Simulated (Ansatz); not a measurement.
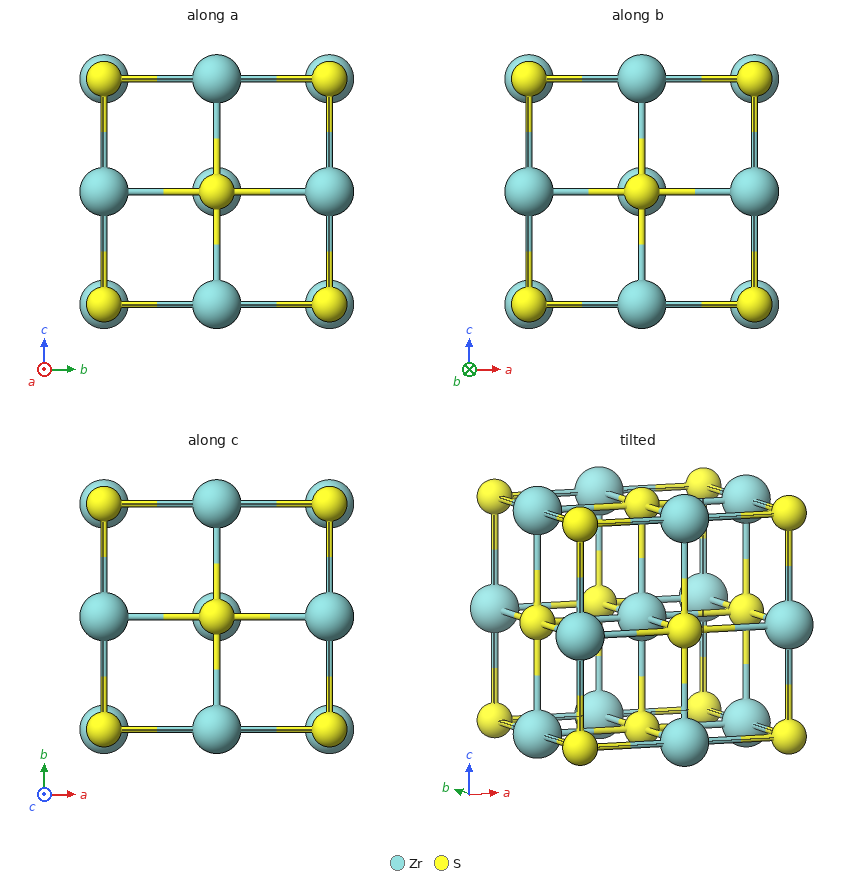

Ball-and-stick drawing of the structure, looking along the a axis, along the b axis, along the c axis and slightly off an axis. Thin lines show the conventional unit cell, with boundary atoms drawn in all their periodic places.

Lattice parameters: a = 5.2500 Å, b = 5.2500 Å, c = 5.2500 Å, α = 90.000°, β = 90.000°, γ = 90.000°.

Question: Reconstruct the structure as a CIF in P1 with every atom of the cell.

Answer:
```cif
data_structure
_symmetry_space_group_name_H-M 'P 1'
_symmetry_Int_Tables_number 1
_cell_length_a 5.2500
_cell_length_b 5.2500
_cell_length_c 5.2500
_cell_angle_alpha 90.000
_cell_angle_beta 90.000
_cell_angle_gamma 90.000
_cell_volume 144.70
loop_
_atom_site_label
_atom_site_type_symbol
_atom_site_fract_x
_atom_site_fract_y
_atom_site_fract_z
_atom_site_occupancy
Zr1 Zr 0.5000 0.0000 0.0000 1
S1 S 0.0000 0.0000 0.0000 1
Zr2 Zr 0.5000 0.5000 0.5000 1
S2 S 0.0000 0.5000 0.5000 1
Zr3 Zr 0.0000 0.0000 0.5000 1
S3 S 0.5000 0.0000 0.5000 1
Zr4 Zr 0.0000 0.5000 0.0000 1
S4 S 0.5000 0.5000 0.0000 1
```

The structure comes from a structure type known for this compound. Earlier steps of the study, as a rule a relaxation of our own, may have changed the cell and positions, so they can lie some per cent off the listed ones. It went into a calculation with Ansatz.

At this level of theory the run's own cell isn't at rest (stretched, at -7 GPa), so its distances can differ from those at equilibrium, the more so the softer the solid.
